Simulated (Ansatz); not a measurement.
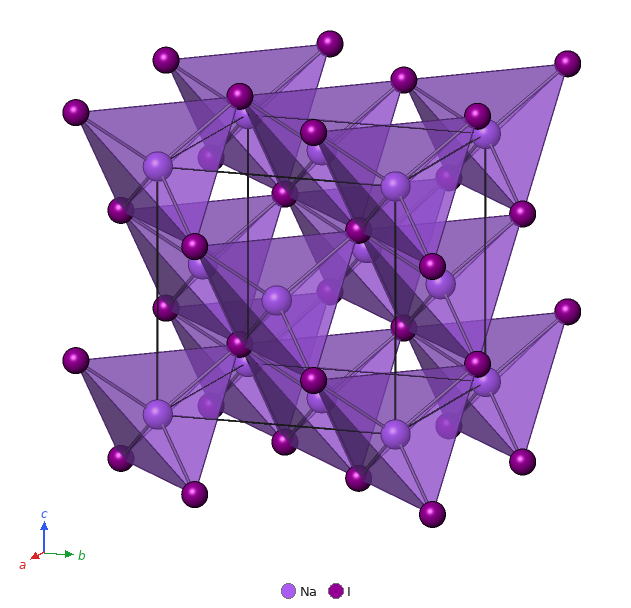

View slightly off an axis, drawn as a polyhedral model. The frame is the conventional unit cell; atoms at its boundary are shown with their periodic copies. Some atoms of the next cells are drawn as well.

NaI, zinc blende (sphalerite type), space group F-43m (No. 216), a = 7.086 Å, b = 7.086 Å, c = 7.086 Å, α = 90.00°, β = 90.00°, γ = 90.00°. Starting structure: a structure type filled with these elements by a generator (whether the compound takes this form wasn't checked). Earlier steps of the study, as a rule a relaxation of our own, may have changed the cell and positions, so they can lie some per cent off the listed ones. Ansatz was used for an electronic-structure calculation on it.

This one geometry was computed with Ansatz (DFT, plane waves, PAW) at six levels of theory: dielectric-dependent PBE0 (fraction 1/eps_inf of PBE), Hartree-Fock, LC-wPBE, PBE, PBE0 and HSE06. It was relaxed beforehand with r2SCAN.

### How does the band gap change with the level of theory?

PBE: a gap of 3.83 eV, direct; HSE06: a gap of 4.81 eV, direct; PBE0: a gap of 5.51 eV, direct; dielectric-dependent PBE0 (fraction 1/eps_inf of PBE): a gap of 6.42 eV, direct; LC-wPBE: a gap of 9.65 eV, direct; Hartree-Fock: a gap of 10.50 eV, direct.

### Collect the results in a table.

| level | cutoff (eV) | k-mesh of the run's cell | gap (eV) | pressure (GPa) |
| --- | --- | --- | --- | --- |
| dielectric-dependent PBE0 (fraction 1/eps_inf of PBE) | 420 | 4×4×4 | 6.42 | 0.1 |
| Hartree-Fock | 420 | 4×4×4 | 10.50 | 1.2 |
| LC-wPBE | 420 | 4×4×4 | 9.65 | 0.0 |
| PBE | 420 | 6×6×6 | 3.83 | 0.4 |
| PBE0 | 420 | 4×4×4 | 5.51 | 0.2 |
| HSE06 | 420 | 4×4×4 | 4.81 | 0.2 |

Gaps are taken on the k-mesh or band path of each run.
